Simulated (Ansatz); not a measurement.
System: Se, space group Fd-3m (No. 227) (one of a set of cubic test structures, which need not be the stable phase).

Input of one of the runs behind the figure:
```
crystal:
  lattice:
    - [0.0, 3.145211547175, 3.145211547175]
    - [3.145211547175, 0.0, 3.145211547175]
    - [3.145211547175, 3.145211547175, 0.0]
  atoms:
    - { symbol: Se, position: [0, 0, 0] }
    - { symbol: Se, position: [0.25, 0.25, 0.25] }
kpoints:
  mp_grid: { grid: [9, 9, 9] }
hamiltonian:
  xc: r2scan
  pseudopotentials: { kind: paw }
scf:
  occupations: { method: fermi_dirac, width: 0.1 }
output:
  forces: true
  stress: true
```

Command:
```bash
ansatz run input.yaml --threads 1
```

Computed with Ansatz 0.2.0 development build: equation of state of a cubic crystal from periodic Kohn-Sham density functional theory without spin, third-order Birch-Murnaghan fit to the free energies; pressure corrected for the finite basis. Level: r2SCAN.

structure type diamond; atoms in cell 2; space group number 227; lattice centring face-centred primitive; k mesh 9×9×9; occupation method Fermi–Dirac; occupation width 0.1 eV; wave cutoff 500 eV; datasets soft-1 PAW; density tolerance 1e−07 eV; bands 20; density cutoff ratio 4; search for lower states default.

What does the calculation give for the energy above the lowest point and pressure against volume? The volume takes the values 29.21, 30.16, 31.11, 32.07, 33.02 Å³/atom.

A third-order Birch–Murnaghan fit gives V0 = 31.09 Å³/atom, B0 = 42 GPa and B′ = 4.1. The energy above the lowest point is 16.5 meV/atom at volume 29.21 Å³/atom and 14.2 meV/atom at 33.02 Å³/atom; the lowest computed point is at volume 31.11 Å³/atom (0.0 meV/atom). The pressure falls from 2.969 GPa at volume 29.21 Å³/atom to −2.242 GPa at 33.02 Å³/atom, and changes sign near 31.09 Å³/atom.

```csv
volume (Å³/atom),energy above the lowest point (meV/atom),pressure (GPa)
29.21,16.5,2.969
30.16,3.8,1.350
31.11,0.0,-0.040
32.07,3.9,-1.227
33.02,14.2,-2.242
```

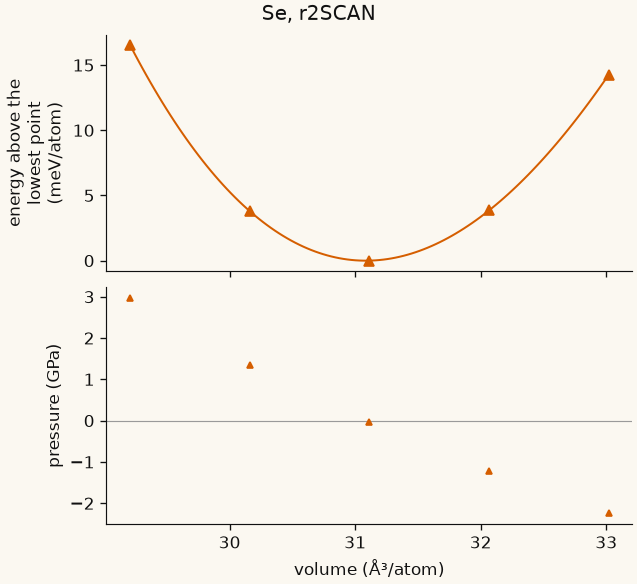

Limits of the calculation: cubic model structure, not the ambient form; modest k-mesh, values are not fully converged in k.
